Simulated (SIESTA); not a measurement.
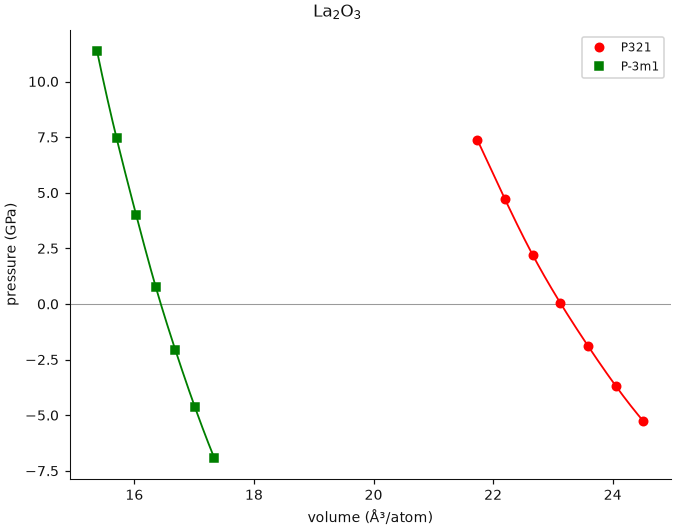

Calculation (SIESTA 5.4.2): DFT in numerical atomic orbitals with pseudopotentials, no spin polarisation; energies at scaled volumes of the given cell, shape and fractions fixed, counted from the fit's minimum, third-order Birch-Murnaghan fit. Level: LDA.

```json
{"setting": "occupations", "value": "Fermi–Dirac"}
{"setting": "smearing width", "value": "0.05 eV"}
{"setting": "potentials", "value": "PseudoDojo 0.4 standard, converted to PSML, two zetas on semicore shells"}
```

**Figure.** Pressure against volume, with one curve for each structure, for La₂O₃.

Settings that differ: P321: k mesh 4×4×6; P-3m1: k mesh 6×6×4.

The fitted equilibrium volumes, smallest first, are P-3m1 16.445, P321 23.134 Å³/atom. The fitted bulk moduli, smallest first, are P321 103.2, P-3m1 146.9 GPa. For P321, the pressure falls from 7.38 GPa at volume 21.74 Å³/atom to −5.26 GPa at 24.51 Å³/atom, and changes sign near 23.14 Å³/atom. For P-3m1, the pressure falls from 11.38 GPa at volume 15.38 Å³/atom to −6.93 GPa at 17.34 Å³/atom, and changes sign near 16.45 Å³/atom.

Limits of the calculation: mulliken charges of long orbitals; potentials made for another functional; shape and atomic fractions are frozen while scaling, which makes layered, chain and framework solids too stiff.
